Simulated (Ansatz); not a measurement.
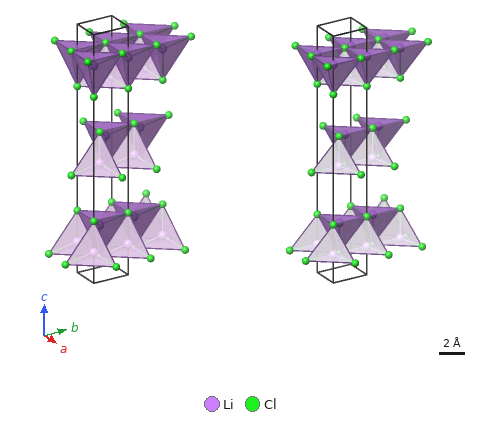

Two geometries of crystalline LiCl (a generated structure, set up in R-3m) (coarse preliminary run), drawn at one scale. One is the start of a relaxation, the other its converged end. The picture is a polyhedral view of the conventional cell (3 times the calculation's cell), repeated 1 × 2 × 1 with one cell outlined, seen slightly off an axis. Lengths and directions refer to the drawn axes.

Method: DFT PBE, scalar-relativistic, plane waves, PAW in Ansatz. (plane-wave cutoff 420 eV; k-point mesh 6 × 6 × 6; occupations gaussian; smearing width 0.1 eV; no spin polarisation; cell and atoms relaxed; force threshold 0.04 eV/Å; at most 70 steps)

Which one is relaxed?

Answer. The right one is the relaxed one. The largest moves relative to the cell, 0.29 Å, are those of Cl atoms. Largest moves by element: Cl 0.29 Å, Li 0.20 Å. The drawn cell changes as follows: a = b 4.164 → 4.051 Å (−2.7 %), c 20.400 → 20.264 Å (−0.7 %); the volume changes by −6.0 %. Some distances before and after: Cl–Li 2.550 → 2.366 Å, Cl–Li 2.550 → 2.445 Å. Bond angles that change, for instance: Li–Cl–Li 70.5° → 81.3°, Cl–Li–Cl 109.5° → 98.7°, Cl–Li–Cl 109.5° → 117.7°. The space group stays R-3m (No. 166). After 3 accepted moves (4 points after the start) the energy has fallen by 119 meV per atom. Largest force component: 1.1 eV/Å at the start, 0.037 eV/Å at the end. The pressure goes from −3.11 to 0.09 GPa. At 1 point the geometry stayed and the basis and grid were re-selected for the new cell (energy shift of less than 0.05 meV per atom at most each time). Cost: 12 s on 1 thread of AMD EPYC 7R43 64-Core Processor (Zen 3), with other jobs on the host, peak memory 0.39 GiB.
